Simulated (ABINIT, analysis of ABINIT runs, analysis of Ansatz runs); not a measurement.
# Reproducing a measured charge-transition level: substitutional N in diamond (ABINIT)

How near does this set-up come to the measured charge-transition level? Subject: substitutional N in diamond. Set-up: PBE, JTH 2.0 PBE, 32-site cell, PBE lattice, k: the zone centre alone, started with the impurity moved along one bond, dielectric constants 5.7 and 5.7 (handbook). The model is a cell of 32 host atoms with 1 C taken out and 1 N put in. The level is the Fermi energy at which two charge states have equal formation energy, after a correction for the images of the charge.

**The experiment.** (+1/0) level below the conduction-band bottom: 1.7 eV (quoted in “Hunting the elusive shallow n-type donor – An ab initio study of Li and N co-doped diamond”, 2021, S. Conejeros et al., quoting earlier work (1969)). The runs below try to reproduce this.

Main program and level: ABINIT 10.8.3; ABINIT plane-wave DFT, PBE, JTH 2.0 PBE potentials; relaxation of all atoms of a defect supercell.

## Step 1: The starting structure

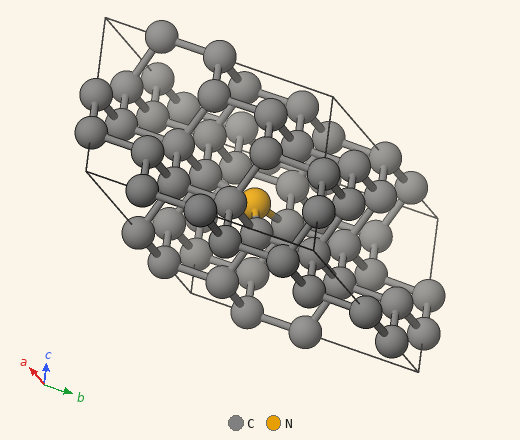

Start, viewed from a free direction; carbon grey, nitrogen orange. Some periodic images of atoms are drawn too.

The cell holds 32 atoms: 31 C and 1 N. Cell: a = 6.184 Å, b = 6.184 Å, c = 6.184 Å, α = 109.5°, β = 109.5°, γ = 109.5°. It derives from C (space group Fd-3m). Nearest the centre at fractional (0.500, 0.500, 0.500): N11 at 0.29 Å, C32 at 1.53 Å, C23 at 1.53 Å, C26 at 1.53 Å, C27 at 1.55 Å, C2 at 2.51 Å, C6 at 2.51 Å, C15 at 2.51 Å. The cell carries charge +1.

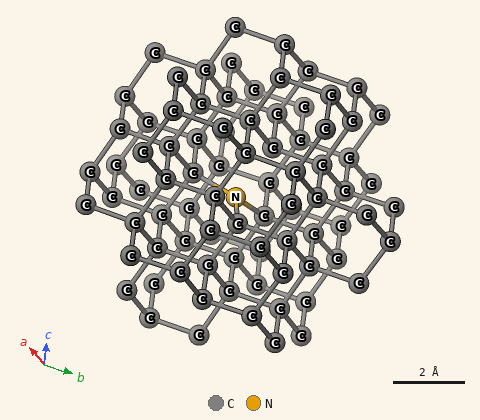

The atoms within 5 Å of the centre.

The host's primitive cell comes from a first run (ABINIT plane-wave DFT, PBE, JTH 2.0 PBE potentials; relaxation of cell and atoms of a defect-free cell): vectors of 2.525, 2.525 and 2.525 Å. That is 5.69 Å³ an atom, 0.3 % over the diffraction cell's volume. The supercell is built on it.

## Step 2: Relaxation, charge +1

Every later number rests on the structure around the defect, so the atoms are relaxed at the host's lattice first.

File run.abi:

```
# substitutional N in diamond
acell 3*1.0 Angstrom
rprim
    -3.570396264    3.570396264    3.570396264
     3.570396264   -3.570396264    3.570396264
     3.570396264    3.570396264   -3.570396264
natom 32
ntypat 2
znucl 6 7
typat 1 1 1 1 1 1 1 1 1 1 2 1 1 1 1 1 1 1 1 1 1 1 1 1 1 1 1 1 1 1 1 1
xred
    -0.002839717    0.000588894    0.500473099
     0.003759431    0.250996702    0.252171968
     0.001910506    0.503300064    0.003508520
     0.003598054    0.750454740    0.751822524
     0.249299482   -0.002279002    0.251619396
     0.250829056    0.252657559    0.003513585
     0.249008395    0.497323765    0.751139129
     0.248925769    0.747150009    0.496470430
     0.496047410   -0.002195024   -0.002088458
     0.503930822    0.251698718    0.752185137
     0.453511598    0.451185355    0.454551617
     0.500081045    0.750597302    0.247035592
     0.746374772   -0.001849510    0.746872532
     0.747504723    0.246102093    0.498123801
     0.749241998    0.497547403    0.251430659
     0.748691074    0.749403372    0.002416735
    -0.000562877    0.001752510    0.252959916
     0.002523211    0.248660379    0.000842220
    -0.003348922    0.498294173    0.750041830
     0.003214023    0.750760609    0.503038340
     0.253091483   -0.000163869   -0.000244722
     0.247129069    0.246573589    0.746700422
     0.250968685    0.498271042    0.497405761
     0.250485048    0.748170120    0.252098265
     0.500334958   -0.000056461    0.746877245
     0.497234852    0.251035845    0.499827453
     0.496131570    0.497363693    0.247620294
     0.503039258    0.752318181   -0.000146669
     0.751547795   -0.001768427    0.498160950
     0.752455134    0.251525916    0.248804756
     0.748114542    0.496132472   -0.002614407
     0.747116911    0.748260205    0.746259302
pseudos "C.xml, N.xml"
ecut 23.0
pawecutdg 46.0
cellcharge 1
kptopt 0
nkpt 1
kpt 0 0 0
nsym 1
chkprim 0
nband 72
occopt 3
tsmear 0.01 eV
nstep 100
diemac 4.0
tolrff 0.02
ionmov 22
ntime 70
tolmxf 3.9e-04
paral_kgb 1
npband 4
npfft 1
np_spkpt 1
bandpp 18
wfoptalg 114
iomode 3
prtwf 0
prteig 0
prtebands 0
prtden 0
```

Command:

```console
$ OMP_NUM_THREADS=1 mpirun -n 4 abinit run.abi > run.log
```

Numbers of over 12 decimals in the logs are rounded to 6 here.

The log of the run:

```text
Symmetries : space group P1 (#  1); Bravais aP (primitive triclinic)
================================================================================
 Values of the parameters that define the memory need of the present run
     intxc =       0    ionmov =      22      iscf =      17    lmnmax =       8
     lnmax =       4     mgfft =      54  mpssoang =       2    mqgrid =    3001
     natom =      32  nloc_mem =       2    nspden =       1   nspinor =       1
    nsppol =       1      nsym =       1    n1xccc =       1    ntypat =       2
    occopt =       3   xclevel =       2
-    mband =          72        mffmem =           1         mkmem =           1
       mpw =         817          nfft =      157464          nkpt =           1
Pmy_natom=         8
 PAW method is used; the additional fine FFT grid is defined by:
   mgfftf=        72    nfftf =    373248
================================================================================
  Rough estimation (10% accuracy) of disk space for files :
_ WF disk file :      0.900 Mbytes ; DEN or POT disk file :      2.850 Mbytes.
================================================================================

--------------------------------------------------------------------------------
------------- Echo of variables that govern the present computation ------------
--------------------------------------------------------------------------------
-
- outvars: echo of selected default values
-   iomode0 =  0 , fftalg0 =312 , wfoptalg0 = 10
-
- outvars: echo of global parameters not present in the input file
-  max_nthreads =    1
-
 -outvars: echo values of preprocessed input variables --------
-          iomode           3
            acell      1.8897261259E+00  1.8897261259E+00  1.8897261259E+00 Bohr
              amu      1.20110000E+01  1.40067400E+01
           bandpp          18
       cellcharge      1.00000000E+00
          chkprim           0
     densfor_pred           6
           diemac      4.00000000E+00
             ecut      2.30000000E+01 Hartree
-          fftalg         312
           ionmov          22
           istwfk        2
              ixc     -101130
           kptopt           0
            natom          32
            nband          72
            ngfft          54      54      54
          ngfftdg          72      72      72
             nkpt           1
-          npband           4
            nstep         100
             nsym           1
            ntime          70
           ntypat           2
              occ      2.000000  2.000000  2.000000  2.000000  2.000000  2.000000
                       2.000000  2.000000  2.000000  2.000000  2.000000  2.000000
                       2.000000  2.000000  2.000000  2.000000  2.000000  2.000000
                       2.000000  2.000000  2.000000  2.000000  2.000000  2.000000
                       2.000000  2.000000  2.000000  2.000000  2.000000  2.000000
                       2.000000  2.000000  2.000000  2.000000  2.000000  2.000000
                       2.000000  2.000000  2.000000  2.000000  2.000000  2.000000
                       2.000000  2.000000  2.000000  2.000000  2.000000  2.000000
                       2.000000  2.000000  2.000000  2.000000  2.000000  2.000000
                       2.000000  2.000000  2.000000  2.000000  2.000000  2.000000
                       2.000000  2.000000  2.000000  2.000000  0.000000  0.000000
                       0.000000  0.000000  0.000000  0.000000  0.000000  0.000000
           occopt           3
        optforces           1
        paral_kgb           1
        pawecutdg      4.60000000E+01 Hartree
           prtden           0
        prtebands           0
           prteig           0
            prtwf           0
            rprim     -3.5703962640E+00  3.5703962640E+00  3.5703962640E+00
                       3.5703962640E+00 -3.5703962640E+00  3.5703962640E+00
                       3.5703962640E+00  3.5703962640E+00 -3.5703962640E+00
          spgroup           1
           tolmxf      3.90000000E-04
           tolrff      2.00000000E-02
           tsmear      3.67493222E-04 Hartree
            typat      1  1  1  1  1  1  1  1  1  1  2  1  1  1  1  1  1  1  1  1
                       1  1  1  1  1  1  1  1  1  1  1  1
           useylm           1
         wfoptalg         114
           xangst      1.7991287828E+00  1.7746457830E+00 -1.7949236129E+00
                       1.7830888811E+00  1.7618823733E-02  9.2264930616E-03
                       1.8026862114E+00 -1.7776325980E+00  1.7912751250E+00
                       5.3508786523E+00  1.7730009443E-02  7.9629476757E-03
                       1.4607205195E-04  1.7966158308E+00 -1.6419952505E-02
                       1.9073371037E-02  6.0164104773E-03  1.7851018384E+00
                       3.5684486093E+00  1.7952800706E+00 -1.7162784159E-02
                       3.5514541336E+00 -6.2617966718E-03  1.7837890680E+00
                      -1.7863795476E+00  1.7714663023E+00  1.7707053366E+00
                       1.7850304412E+00  3.5861675648E+00  1.2297883603E-02
                       1.6146237858E+00  1.6312350044E+00  1.6071972259E+00
                       1.7764572628E+00 -1.2427353312E-02  3.5834023428E+00
                      -4.8262831499E-03  5.3380880790E+00 -8.3806840386E-03
                      -1.1706718812E-02  3.5687054350E+00  1.7690707056E+00
                      -9.4235610834E-04  1.7963565272E+00  3.5538251338E+00
[...]
xcart      3.3998606647E+00  3.3535945004E+00 -3.3919140454E+00
[...]
xred     -2.8397170000E-03  5.8889400000E-04  5.0047309900E-01
[...]
znucl        6.00000    7.00000

================================================================================

 chkinp: Checking input parameters for consistency.

================================================================================
== DATASET  1 ==================================================================

iteration_state: {dtset: 1, }
dimensions: {natom: 32, nkpt: 1, mband: 72, nsppol: 1, nspinor: 1, nspden: 1, mpw: 817, }
cutoff_energies: {ecut:  23.0, pawecutdg:  46.0, }
electrons: {nelect:   1.28000000E+02, charge:   1.00000000E+00, occopt:   3.00000000E+00, tsmear:   3.67493222E-04, }
meta: {optdriver: 0, ionmov: 22, optcell: 0, iscf: 17, paral_kgb: 1, }

 Real(R)+Recip(G) space primitive vectors, cartesian coordinates (Bohr,Bohr^-1):
 R(1)= -6.7470711  6.7470711  6.7470711  G(1)=  0.0000000  0.0741062  0.0741062
[...]
length scales=  1.889726125908  1.889726125908  1.889726125908 bohr
              =  1.000000000000  1.000000000000  1.000000000000 angstroms
 Fermi (or HOMO) energy (hartree) =   0.45553   Average Vxc (hartree)=  -0.48769
 Eigenvalues (hartree) for nkpt=   1  k points:
 kpt#   1, nband= 72, wtk=  1.00000, kpt=  0.0000  0.0000  0.0000 (reduced coord)
[...]
occupation numbers for kpt#   1
[...]
2.00000    2.00000    2.00000    2.00000    2.00000    2.00000    2.00000    2.00000
   2.00000    2.00000    2.00000    2.00000    2.00000    2.00000    2.00000    2.00000
   2.00000    2.00000    2.00000    2.00000    2.00000    2.00000    2.00000    2.00000
   2.00000    2.00000    2.00000    2.00000    2.00000    2.00000    2.00000    2.00000
   2.00000    2.00000    2.00000    2.00000    2.00000    2.00000    2.00000    2.00000
   2.00000    2.00000    2.00000    2.00000    2.00000    2.00000    2.00000    2.00000
   2.00000    2.00000    2.00000    2.00000    2.00000    2.00000    2.00000    2.00000
   0.00000    0.00000    0.00000    0.00000    0.00000    0.00000    0.00000    0.00000

 Calculation was performed for a charged system with PBC
 You may consider including the monopole correction to the total energy
 The correction is to be divided by the dielectric constant

iteration_state     : {dtset: 1, itime: 14, icycle: 1, }
comment             : Components of total free energy in Hartree
kinetic             :  1.12712333747667E+02
hartree             :  1.66160479361730E+01
xc                  : -6.94738224600085E+01
Ewald energy        : -2.07744607548923E+02
psp_core            :  1.45628662619877E+01
local_psp           : -7.94392411347508E+01
PAW spherical_terms :  2.45505011753333E+01
internal            : -1.88215922022521E+02
'-kT*entropy'       :  2.00471368759833E-15
total_energy        : -1.88215922022521E+02
total_energy_eV     : -5.12161615179826E+03
monopole_correction :  1.34844934772854E-01
monopole_correction_eV:  3.66931760341824E+00

iteration_state     : {dtset: 1, itime: 14, icycle: 1, }
comment             : '"Double-counting" decomposition of free energy'
band_energy         :  5.72147049332844E+00
Ewald energy        : -2.07744607548923E+02
psp_core            :  1.45628662619877E+01
xc_dc               : -1.36916526878078E+01
PAW spherical_terms :  1.29359875097426E+01
internal            : -1.88215935971672E+02
'-kT*entropy'       :  2.00471368759833E-15
total_energy_dc     : -1.88215935971672E+02
total_energy_dc_eV  : -5.12161653137399E+03

iteration_state     : {dtset: 1, itime: 14, icycle: 1, }
comment             : 'Components of total free energy, including PAW core contributions'
Total energy        : -1.23601135942991E+03
Total energy DC     : -1.23601137337906E+03
Total energy (eV)   : -3.36335825058672E+04
Total energy DC (eV): -3.36335828854430E+04

 rms coord change=  8.4710E-03   atom, delta coord (reduced):
[...]
25       -0.001936213364     -0.002142041910      0.001272418094
    26        0.001196552805     -0.005218259237     -0.001406145641
    27        0.002317808550      0.000458707128     -0.001182677117
    28       -0.004635335237     -0.004753749923     -0.001482066789
    29       -0.003383311160     -0.000418256746      0.000230720485
    30       -0.003712017156     -0.003458090281     -0.000154874242
    31        0.000075147699      0.001663829101      0.001053111409
    32        0.003207713599      0.001423387862      0.004031331754

 Cartesian components of stress tensor (hartree/bohr^3)
  sigma(1 1)=  3.40453200E-04  sigma(3 2)=  9.93914870E-08
  sigma(2 2)=  3.40321860E-04  sigma(3 1)=  4.60718602E-07
  sigma(3 3)=  3.40447148E-04  sigma(2 1)=  4.31542672E-07

-Cartesian components of stress tensor (GPa)         [Pressure= -1.0015E+01 GPa]
- sigma(1 1)=  1.00164790E+01  sigma(3 2)=  2.92419851E-03
- sigma(2 2)=  1.00126148E+01  sigma(3 1)=  1.35548093E-02
- sigma(3 3)=  1.00163009E+01  sigma(2 1)=  1.26964238E-02

== END DATASET(S) ==============================================================
================================================================================

 -outvars: echo values of variables after computation  --------
-          iomode           3
            acell      1.8897261259E+00  1.8897261259E+00  1.8897261259E+00 Bohr
              amu      1.20110000E+01  1.40067400E+01
           bandpp          18
       cellcharge      1.00000000E+00
          chkprim           0
     densfor_pred           6
           diemac      4.00000000E+00
             ecut      2.30000000E+01 Hartree
           etotal     -1.8821593597E+02
            fcart      7.2960927159E-06  6.7106825968E-05  7.5481433969E-05
[...]
-          fftalg         312
           ionmov          22
           istwfk        2
              ixc     -101130
           kptopt           0
            natom          32
            nband          72
            ngfft          54      54      54
          ngfftdg          72      72      72
             nkpt           1
-          npband           4
            nstep         100
             nsym           1
            ntime          70
           ntypat           2
              occ      2.000000  2.000000  2.000000  2.000000  2.000000  2.000000
                       2.000000  2.000000  2.000000  2.000000  2.000000  2.000000
                       2.000000  2.000000  2.000000  2.000000  2.000000  2.000000
                       2.000000  2.000000  2.000000  2.000000  2.000000  2.000000
                       2.000000  2.000000  2.000000  2.000000  2.000000  2.000000
                       2.000000  2.000000  2.000000  2.000000  2.000000  2.000000
                       2.000000  2.000000  2.000000  2.000000  2.000000  2.000000
                       2.000000  2.000000  2.000000  2.000000  2.000000  2.000000
                       2.000000  2.000000  2.000000  2.000000  2.000000  2.000000
                       2.000000  2.000000  2.000000  2.000000  2.000000  2.000000
                       2.000000  2.000000  2.000000  2.000000  0.000000  0.000000
                       0.000000  0.000000  0.000000  0.000000  0.000000  0.000000
           occopt           3
        optforces           1
        paral_kgb           1
        pawecutdg      4.60000000E+01 Hartree
           prtden           0
        prtebands           0
           prteig           0
            prtwf           0
            rprim     -3.5703962640E+00  3.5703962640E+00  3.5703962640E+00
[...]
spgroup           1
           strten      3.4045319973E-04  3.4032186030E-04  3.4044714835E-04
[...]
tolmxf      3.90000000E-04
           tolrff      2.00000000E-02
           tsmear      3.67493222E-04 Hartree
            typat      1  1  1  1  1  1  1  1  1  1  2  1  1  1  1  1  1  1  1  1
                       1  1  1  1  1  1  1  1  1  1  1  1
           useylm           1
         wfoptalg         114
           xangst      1.7774092339E+00  1.7815900252E+00 -1.7930344274E+00
[...]
xcart      3.3588166658E+00  3.3667172163E+00 -3.3883440020E+00
[...]
xred     -1.6026795475E-03 -2.1881595572E-03  4.9840395799E-01
[...]
4.9839874464E-01 -2.1985029100E-03  7.4814966309E-01
                       4.9843140481E-01  2.4581758576E-01  4.9842130736E-01
                       4.9844937855E-01  4.9782240013E-01  2.4643761688E-01
                       4.9840392276E-01  7.4756443108E-01 -1.6287357893E-03
                       7.4816448384E-01 -2.1866837458E-03  4.9839167048E-01
                       7.4874311684E-01  2.4806782572E-01  2.4864988176E-01
                       7.4818968970E-01  4.9779630110E-01 -1.5612955909E-03
                       7.5032462460E-01  7.4968359286E-01  7.5029063375E-01
            znucl        6.00000    7.00000

================================================================================
[key lines of the parts left out:]
pressure_GPa:  -1.0015E+01
```

The job ended after 76 s (4 MPI ranks of AMD EPYC 9B14 (Zen 4), shared host; peak memory 0.85 GiB).

The run converged, but on settings that a careful run would not use, so its numbers are not the defect's.

[end of part 1 of 4]

[Logs are printed without paths, hosts, clocks, repeated set-up lines and the standing remarks that a program may print on its own settings, such as how far it seeks lower states.]

[Hosts, paths, dates, database ids (printed as entryN), source tags and the programs' standing remarks are cut or masked in the printed files.]

[For some hosts the program warned that the k-mesh of the response run may be too coarse for force constants and the static dielectric constant; such warnings are not shown here.]
